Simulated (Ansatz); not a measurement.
GaSb3

Input

```
crystal:
  lattice:
    - [-0.1448800451, 3.6220011279, 3.7549285693]
    - [3.4771210828, 0.0, 3.6100485242]
    - [3.6220011279, 3.6220011279, -0.1448800451]
  atoms:
    - { symbol: Ga, position: [0.0, 0.0, 0.0] }
    - { symbol: Sb, position: [0.25, 0.25, 0.25] }
    - { symbol: Sb, position: [0.75, 0.75, 0.75] }
    - { symbol: Sb, position: [0.5, 0.5, 0.5] }
basis:
  ecutwfc: 420
kpoints:
  mp_grid: { grid: [10, 10, 10] }
hamiltonian:
  xc: lda
  pseudopotentials: { kind: paw, azcp: { folder: soft_1 } }
scf:
  occupations: { method: gaussian, width: 0.15 }
output:
  forces: true
  stress: true
  eigenvalues: true
  write_density: true
  write_potential: true
  elf: true
  volumetric_format: npy
```

Command:

```sh
ansatz run input.yaml --threads 2 --pin off --max-ram 4096MiB --backend cpu --events-out ev --progress --plain --runs-dir out
```

Below, planes, directions and counts refer to the conventional cell (a = 7.25 Å, b = 7.24 Å, c = 5.01 Å, α = 90.00°, β = 131.63°, γ = 90.00°).

Space group C2/m; a point of a scan over the structure, not its minimum; a structure from a database of computed crystals, not necessarily the ambient phase; changed on purpose from its base cell (engineering shear strain xz -0.0800, normal strain along z +0.0367); PAW files of the earlier set (soft_1).

Method: DFT LDA, scalar-relativistic, plane waves, PAW (Ansatz 0.2.0).

**What can the converged valence pseudo-density and electron localisation function tell about the bonding?**

Ga–Sb (3.09 Å): the density is about 0.19 e/Å³ at the midpoint; the ELF is about 0.40 at the midpoint.
Sb–Sb (3.09 Å): ρ at the midpoint is about 0.24 e/Å³; the ELF is about 0.45 at the midpoint.

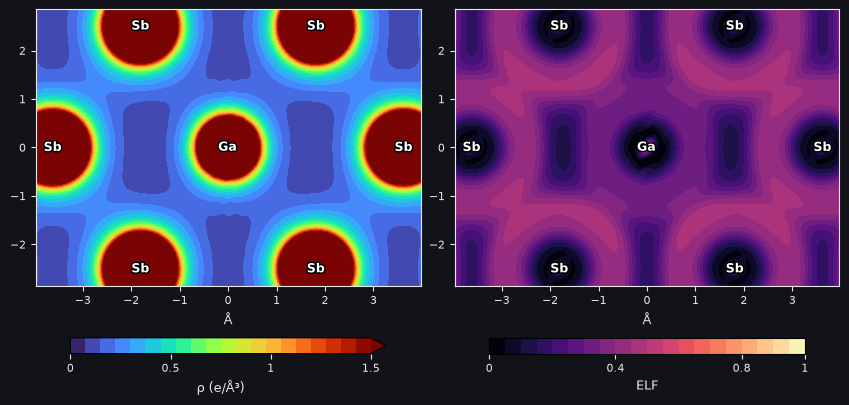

Computed valence pseudo-density and electron localisation function on the (100) plane of the conventional cell, in this order. 

Core electrons are frozen (PAW), and the valence fields are smoothed inside the atomic spheres.
